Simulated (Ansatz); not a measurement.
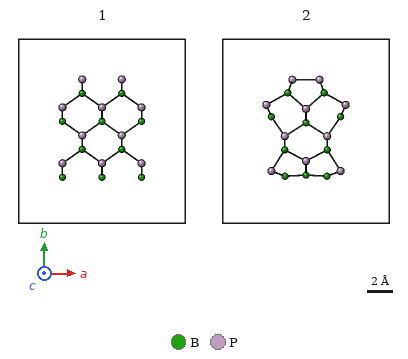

Two geometries of a wire of composition BP, drawn at one scale. One is the start of a relaxation, the other its converged end. A ball-and-stick model of the 2 repeat of the cell, with the vacuum cut short (origin shifted), seen along the c axis.

Method: DFT PBE, scalar-relativistic, plane waves, PAW (Ansatz 0.2.0). (plane-wave cutoff 420 eV; k-point mesh 1 × 1 × 10; occupations gaussian; smearing width 0.05 eV; collinear spin; cell relaxed at fixed a, b, alpha, beta, gamma; force threshold 0.02 eV/Å; at most 45 steps)

**Which one is relaxed?**

Structure 2 is the relaxed one. Case: wire along [1 1 0], 20 atoms a period. The largest moves relative to the layer's centre, 1.52 Å, are those of B atoms. Largest moves by element: B 1.52 Å, P 0.75 Å. Along the periodic axis the drawn cell goes c 6.432 → 6.389 Å (−0.7 %). Near-neighbour distances that change, for instance: B–B 3.216 → 1.704 Å, B–P 3.771 → 2.638 Å, P–P 3.216 → 2.204 Å, B–P 1.969 → 2.041 Å. New bonds form: B–B (3.22 → 1.70 Å), P–P (3.22 → 2.20 Å). Among the angles between lasting bonds that change: B–P–B 109.5° → 83.1°, B–P–B 109.5° → 92.2°, B–P–B 109.5° → 93.4°. After 15 accepted moves (18 points after the start) the energy has fallen by 7.331 eV per cell of the calculation. Largest force component: 2.6 eV/Å at the start, 0.015 eV/Å at the end. The line search rejected the trial steps at points 4, 15 of the run. At 1 point the geometry stayed and the basis and grid were re-selected for the new cell (energy shift of 1.2 meV per cell of the calculation at most each time). The program noted that the starting moments weren't kept. The run may lie on a higher electronic state than the lowest, so the end point isn't shown to be the ground-state structure.
